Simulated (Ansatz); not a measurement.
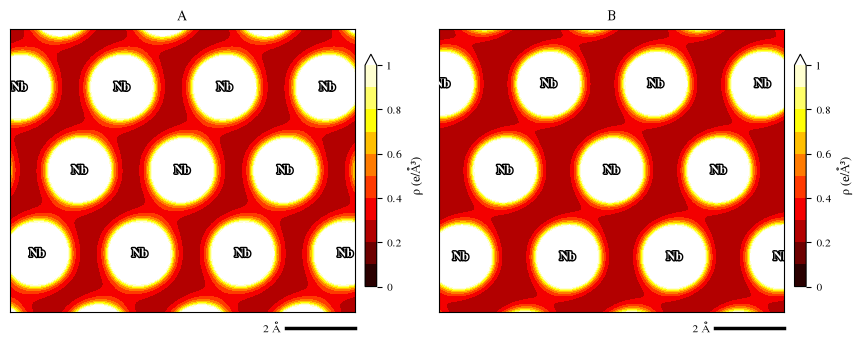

Nb. The valence electron density of two cells that differ in size, on the (001) plane of each (indices in the axes of the calculation cell), at one length scale and on one colour scale; one has 17.7 and the other 20.0 Å³ an atom.

Level of theory: DFT, PBE, plane waves (420 eV) with PAW, scalar-relativistic in Ansatz 0.2.0.

In a PAW calculation such maps are meaningful between the atoms, not at the nuclei.

### Which is the denser cell? Describe the effect of the change.

Panel A is the smaller cell, by 11 % in volume. From the larger cell to the smaller, Nb–Nb goes from 2.83 to 2.72 Å, and the density at its midpoint from 0.32 to 0.37 e/Å³; the pressure goes from −11 to 7 GPa.
